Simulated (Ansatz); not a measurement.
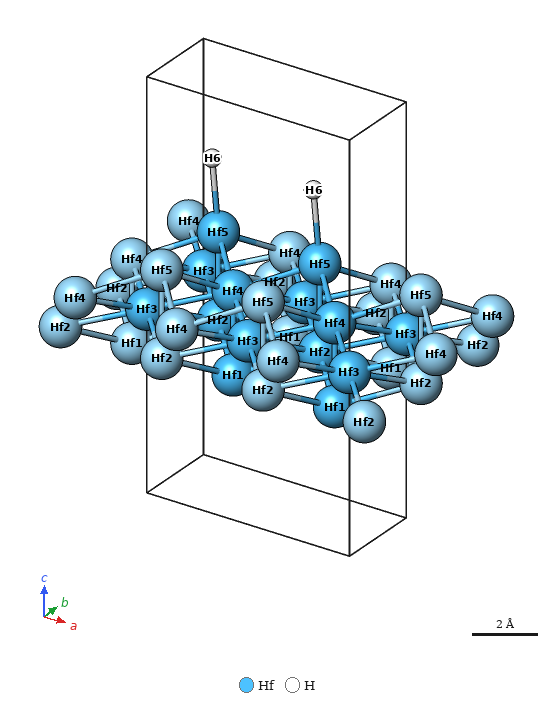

Fig. 1: The structure as given in the input (ball-and-stick view of the 2 × 1 repeat of the cell, with the vacuum cut short, seen slightly off an axis; neighbours outside the cell are drawn fainter; atoms are numbered from 1 in the order of the input).

# What a change does: single-point calculation on Hf5H

System: Hf5H (slab, 6 atoms in the cell).
Method of run A: DFT PBE+D3(BJ), scalar-relativistic, plane waves, PAW, no spin polarisation (Ansatz 0.2.0).

The structure derives from an entry of the Crystallography Open Database. Text and figures count atoms from 1; the logs count them from 0 in places.

**Input, run A**
```yaml
crystal:
  lattice:
    - [4.9564149667, 0.0, 0.0]
    - [-2.4782074834, 4.2923812729, 0.0]
    - [0.0, 0.0, 21.1328376004]
  atoms:
    - { symbol: Hf, position: [0.6666666667, 0.3333333333, 0.1892788879] }
    - { symbol: Hf, position: [0.3333333333, 0.6666666667, 0.2371533849] }
    - { symbol: Hf, position: [0.0, 0.0, 0.276338388] }
    - { symbol: Hf, position: [0.6666666667, 0.3333333333, 0.3164267596] }
    - { symbol: Hf, position: [0.3333333333, 0.6666666667, 0.3706476976] }
    - { symbol: H, position: [0.3333333333, 1.5555555556, 0.4889470026] }
basis:
  ecutwfc: 420
kpoints:
  mp_grid: { grid: [6, 6, 1] }
hamiltonian:
  xc: pbe
  dispersion: d3bj
scf:
  occupations: { method: gaussian, width: 0.1 }
output:
  forces: true
  eigenvalues: true
efield:
  axis: 3
  dipole_correction: true
  ramp_width: 0.04
```

Command:
```bash
ansatz run input.yaml --threads 1 --pin off --max-ram 3072MiB --backend cpu --events-out ev --progress --plain --runs-dir out
```

Hardware: 1 thread of AMD EPYC (Zen 3), 32 GiB of memory available, shared host.

**Output, shortened to warnings, some set-up lines, iterations and results (run A)**
```
Basis set: ecut = 420 eV, 8801 PW (Γ), exchange–correlation on 72×72×288 points (8 copies of the dense FFT grid, shifted against one another)
Symmetry: 1 space group operations
k-points: 20 of 36 (time reversal used)
Initial density: superposition of atomic densities (neutral atoms: chi_scale 0, normalization atom), corrected by the library's trained network
[...]
SCF iter   1: F=—  HF=-78616.901028 eV  |F-HF|=—  |Δ(HF+E_count)|=         —  Δρ=4.60e-3  dr2=4.97e-1  ethr=1.77e-3  p=-0.333 e·Å  D=-1.34e-1 V/Å  ΔV_dip=2.83 eV  …
SCF iter   2: F=—  HF=-78616.881682 eV  |F-HF|=—  |Δ(HF+E_count)|=   1.93e-2  Δρ=2.68e-3  dr2=2.94e-1  ethr=3.80e-4  p=-0.370 e·Å  D=-1.49e-1 V/Å  ΔV_dip=3.14 eV  …
SCF iter   3: F=—  HF=-78616.871788 eV  |F-HF|=—  |Δ(HF+E_count)|=   9.89e-3  Δρ=1.03e-3  dr2=2.41e-2  ethr=2.25e-4  p=-0.379 e·Å  D=-1.52e-1 V/Å  ΔV_dip=3.22 eV  …
SCF iter   4: F=—  HF=-78616.870840 eV  |F-HF|=—  |Δ(HF+E_count)|=   9.47e-4  Δρ=4.35e-4  dr2=1.77e-3  ethr=1.84e-5  p=-0.380 e·Å  D=-1.53e-1 V/Å  ΔV_dip=3.24 eV  …
SCF iter   5: F=—  HF=-78616.870681 eV  |F-HF|=—  |Δ(HF+E_count)|=   1.59e-4  Δρ=1.45e-4  dr2=3.74e-4  ethr=1.35e-6  p=-0.381 e·Å  D=-1.53e-1 V/Å  ΔV_dip=3.24 eV  …
SCF iter   6: F=—  HF=-78616.870692 eV  |F-HF|=—  |Δ(HF+E_count)|=   1.11e-5  Δρ=6.68e-5  dr2=4.52e-5  ethr=2.85e-7  p=-0.381 e·Å  D=-1.53e-1 V/Å  ΔV_dip=3.24 eV  …
SCF iter   7: F=—  HF=-78616.870698 eV  |F-HF|=—  |Δ(HF+E_count)|=   5.59e-6  Δρ=2.69e-5  dr2=6.01e-6  ethr=3.45e-8  p=-0.381 e·Å  D=-1.53e-1 V/Å  ΔV_dip=3.24 eV  …
SCF iter   8: F=—  HF=-78616.870700 eV  |F-HF|=—  |Δ(HF+E_count)|=   1.74e-6  Δρ=1.02e-5  dr2=5.95e-7  ethr=4.59e-9  p=-0.381 e·Å  D=-1.53e-1 V/Å  ΔV_dip=3.24 eV  …
SCF iter   9: F=—  HF=-78616.870700 eV  |F-HF|=—  |Δ(HF+E_count)|=   5.54e-7  Δρ=4.19e-6  dr2=1.15e-7  ethr=7.63e-11  p=-0.381 e·Å  D=-1.53e-1 V/Å  ΔV_dip=3.24 eV  …
SCF iter  10: F=-78616.870700 eV  HF=-78616.870700 eV  |F-HF|=2.23e-8  |Δ(HF+E_count)|=   1.08e-7  Δρ=1.67e-6  dr2=1.30e-8  ethr=7.63e-11  p=-0.381 e·Å  D=-1.53e-1 V/Å  …
SCF 1 converged in 10 iterations: F = -78616.870700 eV  dr2 = 1.30e-8
SCF converged after 10 iterations
Free energy (F): -78616.870700 eV
Harris-Foulkes:  -78616.870700 eV  (|F-HF|=2.23e-8)
Internal energy: -78616.831794 eV  (E = F + TS)
E sigma→0 (E₀):  -78616.851247 eV
Entropy (-TS):   -0.038906 eV (-6.484 meV/atom)
Fermi energy:    1.255286 eV
Dipole field:    D = -0.153278 V/Å  (p = -0.380840 e·Å, saw-weighted, corrected)
Work function:   Φ+ = 6.5616 eV   Φ− = 3.3223 eV
Levels:          The Fermi level and band energies are counted from a zero that moves with the ramp; work functions are not
--- Per-component energies (eV) ---
  E_band       = -2236.842785
  E_kinetic    = 2132.468486
  E_local      = -179231.770493  (includes V_loc(G=0)·N_el)
  E_nonlocal   = -6220.681279
  E_hartree    = 87667.930327
  E_xc         = -1504.557765
  E_vxc        = -1335.680112  (∫ρ·V_xc dr)
  E_paw        = -34639.435152  (= ΣΔE_a)
  E_vpaw       = 7108.173081  (= ΣTr[D̂ρ^β])
  E_aug_tail   = -0.000944  (compensation charges beyond the density's cutoff)
  E_efield     = 0.029187  (sawtooth field / dipole correction)
  E_vefield    = -25.203754  (∫n·V_field dr)
  E_ewald      = 53180.402224
  E_disp       = -1.216386  (pairwise vdW)
  E_smearing   = -0.038906  (= −TS)
  E_closure    = 0.000000  (closes the sum)
  Σ components = -78616.870700   (vs F -78616.870700, Δ=0.00e0)
--- Forces (eV/Å), atoms counted from 1 ---
  atom   1  Hf     0.02209669    -0.04152785    -1.09992385
  atom   2  Hf     0.01685455    -0.00719149     1.01538389
  atom   3  Hf    -0.02961339     0.04524827     0.01901112
  atom   4  Hf    -0.09481950     0.13744657    -0.14342151
  atom   5  Hf     0.25592558    -0.48487494     2.13389243
  atom   6  H     -0.17044799     0.35090424    -1.92501780
  max |Σ_I F_I| component: 7.57e-5 eV/Å
```

The input of run B differs as follows (lines with − go, lines with + come):
```diff
+  mixing: { preconditioner: local_kerker }
```

Predict how the results change.

Both reach the same energy, so the change doesn't alter the result. The SCF takes 14 iterations against 10.

**Output, shortened to warnings, some set-up lines, iterations and results (run B)**
```
Basis set: ecut = 420 eV, 8801 PW (Γ), exchange–correlation on 72×72×288 points (8 copies of the dense FFT grid, shifted against one another)
Symmetry: 1 space group operations
k-points: 20 of 36 (time reversal used)
Initial density: superposition of atomic densities (neutral atoms: chi_scale 0, normalization atom), corrected by the library's trained network
[...]
SCF iter   1: F=—  HF=-78616.900851 eV  |F-HF|=—  |Δ(HF+E_count)|=         —  Δρ=4.60e-3  dr2=4.97e-1  ethr=1.77e-3  p=-0.333 e·Å  D=-1.34e-1 V/Å  ΔV_dip=2.83 eV  …
SCF iter   2: F=—  HF=-78617.552528 eV  |F-HF|=—  |Δ(HF+E_count)|=   6.52e-1  Δρ=1.50e-2  dr2=2.17e1  ethr=3.80e-4  p=-0.093 e·Å  D=-3.75e-2 V/Å  ΔV_dip=0.79 eV  …
SCF iter   3: F=—  HF=-78616.938524 eV  |F-HF|=—  |Δ(HF+E_count)|=   6.14e-1  Δρ=5.88e-3  dr2=2.66e0  ethr=3.80e-4  p=-0.405 e·Å  D=-1.63e-1 V/Å  ΔV_dip=3.45 eV  …
SCF iter   4: F=—  HF=-78616.875115 eV  |F-HF|=—  |Δ(HF+E_count)|=   6.34e-2  Δρ=2.29e-3  dr2=6.23e-2  ethr=3.80e-4  p=-0.329 e·Å  D=-1.32e-1 V/Å  ΔV_dip=2.80 eV  …
SCF iter   5: F=—  HF=-78616.870400 eV  |F-HF|=—  |Δ(HF+E_count)|=   4.72e-3  Δρ=1.13e-3  dr2=1.50e-2  ethr=4.75e-5  p=-0.362 e·Å  D=-1.46e-1 V/Å  ΔV_dip=3.08 eV  …
[... 5 lines ...]
SCF iter  11: F=—  HF=-78616.870700 eV  |F-HF|=—  |Δ(HF+E_count)|=   7.60e-7  Δρ=1.07e-5  dr2=6.13e-7  ethr=1.25e-9  p=-0.381 e·Å  D=-1.53e-1 V/Å  ΔV_dip=3.24 eV  …
SCF iter  12: F=—  HF=-78616.870700 eV  |F-HF|=—  |Δ(HF+E_count)|=   2.58e-7  Δρ=3.80e-6  dr2=1.81e-7  ethr=4.68e-10  p=-0.381 e·Å  D=-1.53e-1 V/Å  ΔV_dip=3.24 eV  …
SCF iter  13: F=—  HF=-78616.870700 eV  |F-HF|=—  |Δ(HF+E_count)|=   5.29e-7  Δρ=2.24e-6  dr2=2.43e-7  ethr=7.63e-11  p=-0.381 e·Å  D=-1.53e-1 V/Å  ΔV_dip=3.24 eV  …
SCF iter  14: F=-78616.870700 eV  HF=-78616.870700 eV  |F-HF|=1.80e-8  |Δ(HF+E_count)|=   2.20e-7  Δρ=9.28e-7  dr2=2.13e-8  ethr=7.63e-11  p=-0.381 e·Å  D=-1.53e-1 V/Å  …
SCF 1 converged in 14 iterations: F = -78616.870700 eV  dr2 = 2.13e-8
SCF converged after 14 iterations
Stability not checked: this state was not tested for a lower state beside it, because the mixer in use, unlike msr1, does not test its closes by its own steps (another_mixer; see scf.mixing.algorithm and scf.lower_state_search)
Free energy (F): -78616.870700 eV
Harris-Foulkes:  -78616.870700 eV  (|F-HF|=1.80e-8)
Internal energy: -78616.831795 eV  (E = F + TS)
E sigma→0 (E₀):  -78616.851248 eV
Entropy (-TS):   -0.038906 eV (-6.484 meV/atom)
Fermi energy:    1.255232 eV
Dipole field:    D = -0.153222 V/Å  (p = -0.380699 e·Å, saw-weighted, corrected)
Work function:   Φ+ = 6.5611 eV   Φ− = 3.3231 eV
Levels:          The Fermi level and band energies are counted from a zero that moves with the ramp; work functions are not
--- Per-component energies (eV) ---
  E_band       = -2236.847368
  E_kinetic    = 2132.468218
  E_local      = -179231.768175  (includes V_loc(G=0)·N_el)
  E_nonlocal   = -6220.678917
  E_hartree    = 87667.928305
  E_xc         = -1504.557674
  E_vxc        = -1335.680008  (∫ρ·V_xc dr)
  E_paw        = -34639.437614  (= ΣΔE_a)
  E_vpaw       = 7108.170112  (= ΣTr[D̂ρ^β])
  E_aug_tail   = -0.000944  (compensation charges beyond the density's cutoff)
  E_efield     = 0.029166  (sawtooth field / dipole correction)
  E_vefield    = -25.194476  (∫n·V_field dr)
  E_ewald      = 53180.402224
  E_disp       = -1.216386  (pairwise vdW)
  E_smearing   = -0.038906  (= −TS)
  E_closure    = 0.000000  (closes the sum)
  Σ components = -78616.870700   (vs F -78616.870700, Δ=0.00e0)
--- Forces (eV/Å), atoms counted from 1 ---
  atom   1  Hf     0.02209769    -0.04152998    -1.09994262
  atom   2  Hf     0.01685526    -0.00719072     1.01535643
  atom   3  Hf    -0.02961343     0.04524903     0.01896276
  atom   4  Hf    -0.09481900     0.13744332    -0.14342732
  atom   5  Hf     0.25592921    -0.48487779     2.13390925
  atom   6  H     -0.17044563     0.35090076    -1.92500544
  max |Σ_I F_I| component: 1.47e-4 eV/Å
```

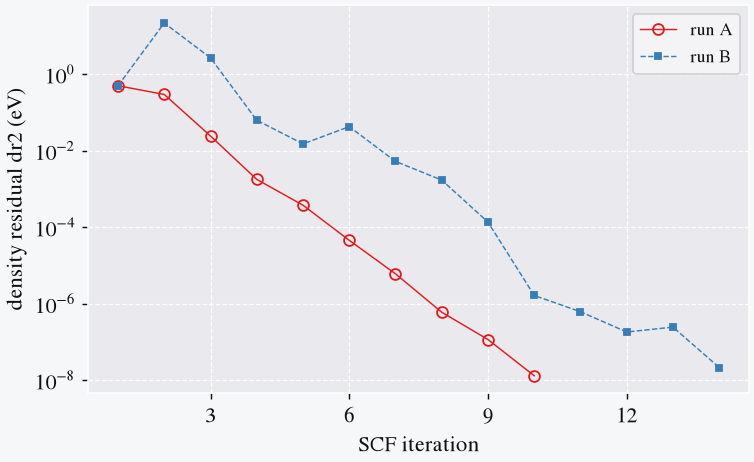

Fig. 2: Convergence of the two runs: density residual dr2 against the SCF iteration. Run A takes 10 iterations in all, and run B takes 14.

**The two runs side by side**

```csv
quantity,run A,run B
outcome,converged,converged
free energy per atom (eV),−13102.8118,−13102.8118
"energy per atom, smearing taken to zero (eV)",−13102.8085,−13102.8085
gap on the mesh (eV),0.00,0.00
work function (eV),6.56,–
largest force (eV/Å),2.203,2.203
SCF iterations,10,14
irreducible k-points,20,20
plane waves at Γ,8801,8801
wall time (shared host),58 s,60 s
```

For both runs: Spin–orbit coupling is left out, which matters for Hf.
